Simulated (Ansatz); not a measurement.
# Energy of ZnS along a shift of atoms along one path

System: ZnS (Cm, 8 atoms in the cell).
Method: DFT r2SCAN, scalar-relativistic, plane waves, PAW, no spin polarisation (Ansatz 0.2.0).

The 7 runs differ only in the geometry, by a shift of atoms along one path in a fixed cell. The shift s is measured from run 4: Zn1 moves along the Cartesian direction (0.71, −0.71, 0.00). The structure derives from an entry of the Crystallography Open Database.

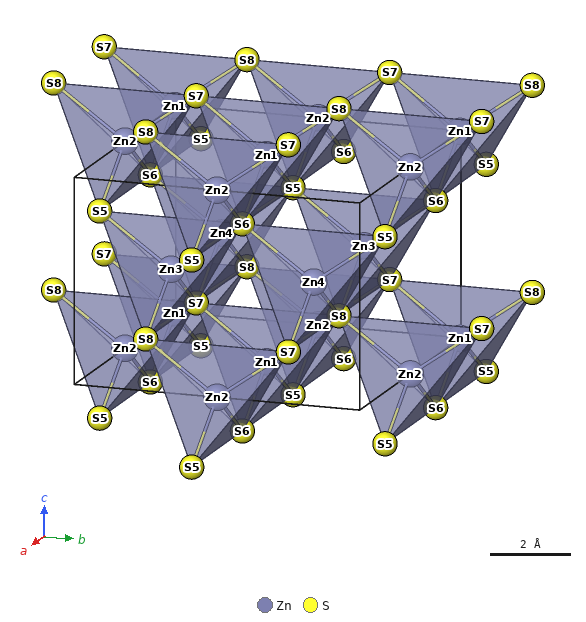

Figure 1. The structure of run 4 (polyhedral view of the cell 2 times as large as that of the calculation, set on its symmetry axes, seen slightly off an axis; polyhedra are completed across the faces of the cell; atoms are numbered from 1 in the order of the input). An atom can appear more than once, as a periodic image.

### Input of run 4
```yaml
crystal:
  lattice:
    - [5.3890263884, 0.0, 0.0]
    - [0.0, -5.3890263884, 0.0]
    - [0.0, 0.0, -5.3890263884]
  atoms:
    - { symbol: Zn, position: [0.0098409258, 0.0098409258, 0.0] }
    - { symbol: Zn, position: [0.5, 0.5, 0.0] }
    - { symbol: Zn, position: [0.5, 0.0, 0.5] }
    - { symbol: Zn, position: [0.0, 0.5, 0.5] }
    - { symbol: S, position: [0.75, 0.75, 0.75] }
    - { symbol: S, position: [0.25, 0.25, 0.75] }
    - { symbol: S, position: [0.25, 0.75, 0.25] }
    - { symbol: S, position: [0.75, 0.25, 0.25] }
basis:
  ecutwfc: 500
kpoints:
  mp_grid: { grid: [4, 4, 4] }
hamiltonian:
  xc: r2scan
scf:
  occupations: { method: gaussian, width: 0.05 }
output:
  forces: true
  stress: true
  eigenvalues: true
```

Command:
```bash
ansatz run input.yaml --threads 1 --pin off --max-ram 2560MiB --backend cpu --events-out ev --progress --plain --runs-dir out
```

Run 5 differs from it as follows:
```diff
-    - { symbol: Zn, position: [0.0098409258, 0.0098409258, 0.0] }
+    - { symbol: Zn, position: [0.0246023144, 0.0246023144, 0.0] }
```

### Results, with one run withheld

| run | shift s of Zn1 (Å) | free energy per atom, from the lowest run given (meV) | pressure (GPa) | gap on the mesh (eV) | force along the path (eV/Å) |
| --- | --- | --- | --- | --- | --- |
| 1 | −0.3750 | 41.01 | 0.87 | 2.58 | 2.368 |
| 2 | −0.2250 | 9.27 | 0.21 | 2.66 | 1.073 |
| 3 | −0.0375 | 0.00 | 0.02 | 2.69 | −0.259 |
| 4 | 0.0000 | 1.83 | 0.06 | 2.68 | −0.522 |
| 5 | 0.1125 | ? | ? | ? | ? |
| 6 | 0.1500 | 22.12 | 0.48 | 2.63 | −1.679 |
| 7 | 0.1875 | 30.76 | 0.66 | 2.61 | −2.012 |

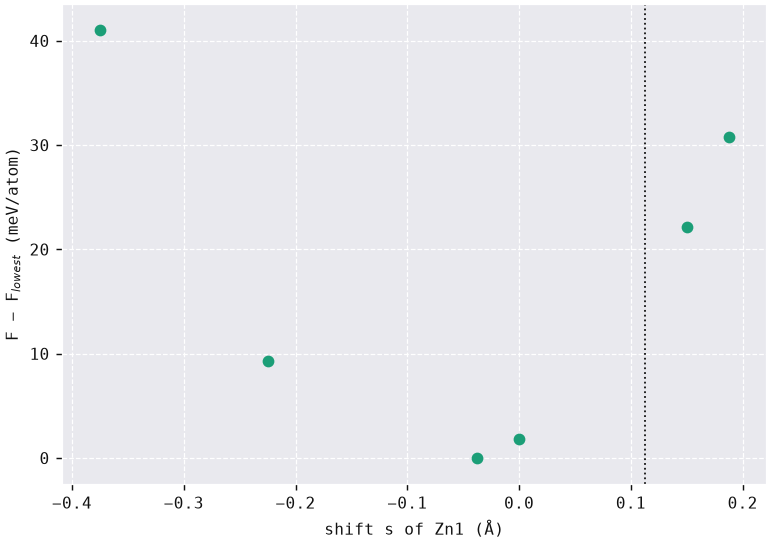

Figure 2. Free energy per atom of the runs given; the dotted line marks run 5.

What should run 5 give?

A cubic polynomial in the coordinate, fitted to the 6 runs given, misses them by at most 0.25 meV per atom. With x = s + 0.0500, it reads F = −0.52375 + 24.619 x + 456.66 x² − 37.192 x³ (meV per atom). At run 5 it gives 15.38 meV per atom, and the run itself gives 14.99. The slope of the fit gives a force −dF/ds of −1.361 eV/Å along the path (summed over the atoms that move), and the printed forces give −1.367 eV/Å. The fit has its minimum at s = −0.0769 Å. The gap on the mesh lies between 2.58 eV (run 1) and 2.69 eV (run 3); run 5 has 2.65 eV. These are gaps of this functional on this mesh, which can miss the band edges; they aren't the measured gap.

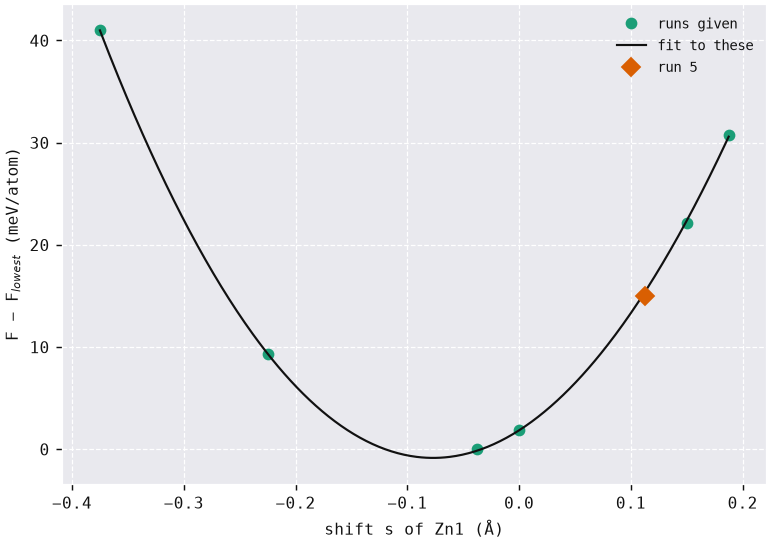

Figure 3. The fit and the withheld run.

### Output, shortened to warnings, some set-up lines, iterations and results (run 5)
```
Basis set: ecut = 500 eV, 3911 PW (Γ), exchange–correlation on 160×160×160 points (64 copies of the dense FFT grid, shifted against one another)
Symmetry: 2 space group operations
k-points: 24 of 64 (time reversal used)
Initial density: superposition of atomic densities (neutral atoms: chi_scale 0, normalization atom), corrected by the library's trained network
[...]
SCF iter   1: F=—  HF=-16933.684698 eV  |F-HF|=—  |Δ(HF+E_count)|=         —  Δρ=1.54e-2  dr2=1.86e-1  dr2_τ=2.72e-2  ethr=1.77e-3  ⟨swp⟩=9.5  Hψ=5294  notcnv=0
SCF iter   2: F=—  HF=-16933.683108 eV  |F-HF|=—  |Δ(HF+E_count)|=   1.59e-3  Δρ=2.35e-3  dr2=5.16e-3  dr2_τ=1.08e-3  ethr=2.59e-4  ⟨swp⟩=2.7  Hψ=2203  notcnv=0  defer=73
SCF iter   3: F=—  HF=-16933.676562 eV  |F-HF|=—  |Δ(HF+E_count)|=   6.55e-3  Δρ=3.24e-3  dr2=7.64e-3  dr2_τ=5.92e-5  ethr=7.17e-6  ⟨swp⟩=2.0  Hψ=1870  notcnv=0  defer=49
SCF iter   4: F=—  HF=-16933.675923 eV  |F-HF|=—  |Δ(HF+E_count)|=   6.39e-4  Δρ=6.68e-4  dr2=3.85e-4  dr2_τ=1.56e-5  ethr=7.17e-6  ⟨swp⟩=2.1  Hψ=1709  notcnv=0  defer=49
SCF iter   5: F=—  HF=-16933.675974 eV  |F-HF|=—  |Δ(HF+E_count)|=   5.08e-5  Δρ=1.60e-4  dr2=3.40e-5  dr2_τ=9.09e-7  ethr=5.34e-7  ⟨swp⟩=2.2  Hψ=1875  notcnv=0  defer=49
SCF iter   6: F=—  HF=-16933.675990 eV  |F-HF|=—  |Δ(HF+E_count)|=   1.60e-5  Δρ=1.08e-4  dr2=1.14e-5  dr2_τ=1.03e-7  ethr=4.73e-8  ⟨swp⟩=2.0  Hψ=1751  notcnv=0  defer=49
SCF iter   7: F=—  HF=-16933.675983 eV  |F-HF|=—  |Δ(HF+E_count)|=   6.60e-6  Δρ=2.49e-5  dr2=8.74e-7  dr2_τ=6.07e-9  ethr=1.59e-8  ⟨swp⟩=2.0  Hψ=1750  notcnv=0  defer=49
SCF iter   8: F=—  HF=-16933.675984 eV  |F-HF|=—  |Δ(HF+E_count)|=   8.28e-7  Δρ=9.15e-6  dr2=1.10e-7  dr2_τ=1.70e-9  ethr=1.21e-9  ⟨swp⟩=2.0  Hψ=1765  notcnv=0  defer=49
SCF iter   9: F=-16933.675984 eV  HF=-16933.675984 eV  |F-HF|=2.51e-9  |Δ(HF+E_count)|=   3.18e-8  Δρ=2.54e-6  dr2=8.57e-9  dr2_τ=2.09e-10  ethr=1.39e-10  ⟨swp⟩=8.8  Hψ=4238  …
SCF 1 converged in 9 iterations: F = -16933.675984 eV  dr2 = 8.57e-9
SCF converged after 9 iterations
Free energy (F): -16933.675984 eV
Harris-Foulkes:  -16933.675984 eV  (|F-HF|=2.51e-9)
Internal energy: -16933.675984 eV  (E = F + TS)
E sigma→0 (E₀):  -16933.675984 eV
Fermi energy:    6.982798 eV
--- Per-component energies (eV) ---
  E_band       = -5.356712
  E_kinetic    = 950.523733
  E_local      = -8173.159763  (includes V_loc(G=0)·N_el)
  E_nonlocal   = 2586.154226
  E_hartree    = 3429.173517
  E_xc         = -863.360411
  E_vxc        = -593.209774  (∫ρ·V_xc dr)
  E_paw        = -9839.276140  (= ΣΔE_a)
  E_vpaw       = -1663.377159  (= ΣTr[D̂ρ^β])
  E_aug_tail   = -0.000242  (compensation charges beyond the density's cutoff)
  E_vtau       = 29.361673  (kinetic-family band-sum trace: ∫τ·v_τ [+ j·A + Jᵃ·Aᵃ] dr)
  E_ewald      = -5022.561361
  E_core_change = -1.169542  (= ΣΔE_core)
  E_smearing   = -0.000000  (= −TS)
  E_closure    = -0.000000  (closes the sum)
  Σ components = -16933.675984   (vs F -16933.675984, Δ=0.00e0)
--- Forces (eV/Å), atoms counted from 1 ---
  atom   1  Zn    -0.96681148     0.96681148    -0.42230896
  atom   2  Zn     0.16344612    -0.16344612     0.00665726
  atom   3  Zn     0.16224063     0.19333406    -0.00359764
  atom   4  Zn    -0.19333406    -0.16224063    -0.00359764
  atom   5  S      0.24515161    -0.24515161    -0.21287092
  atom   6  S      0.54820821    -0.54820821     0.58371949
  atom   7  S     -0.00740488    -0.04850131     0.02599985
  atom   8  S      0.04850131     0.00740488     0.02599985
  max |Σ_I F_I| component: 2.55e-6 eV/Å
--- Stress (GPa, compression-positive) ---
        0.254620      -0.403788       0.833379
       -0.403788       0.254620      -0.833379
        0.833379      -0.833379       0.491841
  P = ⅓ Tr σ = 0.3337 GPa (3.337 kbar)
```
